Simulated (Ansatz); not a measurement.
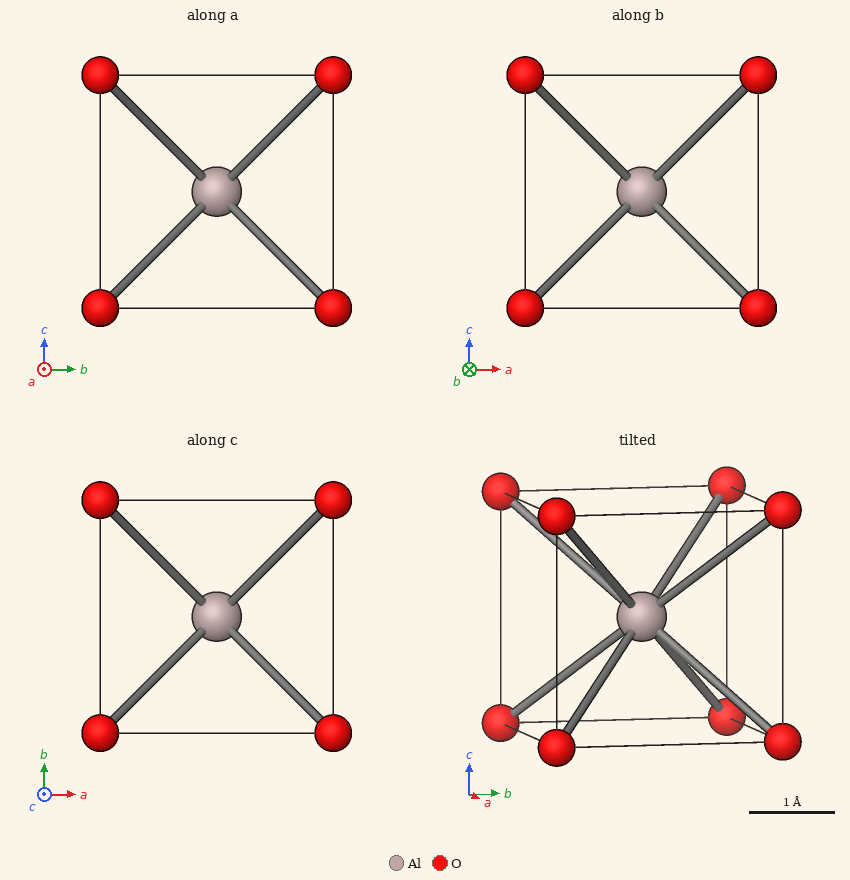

Drawn in the ball-and-stick manner and seen along the a axis, along the b axis, along the c axis and slightly off an axis. Lines trace the edges of the conventional unit cell.

Lattice parameters: a = 2.7692 Å, b = 2.7692 Å, c = 2.7692 Å, α = 90.000°, β = 90.000°, γ = 90.000°.

### Write down what is shown as a CIF in P1 with every atom of the cell.

```cif
data_structure
_symmetry_space_group_name_H-M 'P 1'
_symmetry_Int_Tables_number 1
_cell_length_a 2.7692
_cell_length_b 2.7692
_cell_length_c 2.7692
_cell_angle_alpha 90.000
_cell_angle_beta 90.000
_cell_angle_gamma 90.000
_cell_volume 21.24
loop_
_atom_site_label
_atom_site_type_symbol
_atom_site_fract_x
_atom_site_fract_y
_atom_site_fract_z
_atom_site_occupancy
Al1 Al 0.5000 0.5000 0.5000 1
O1 O 0.0000 0.0000 0.0000 1
```

The starting point was a random cell made by a generator, so it need not be a real form of the compound. What is shown is the relaxed result from DFT PBE, scalar-relativistic, plane waves, PAW in Ansatz 0.2.0.
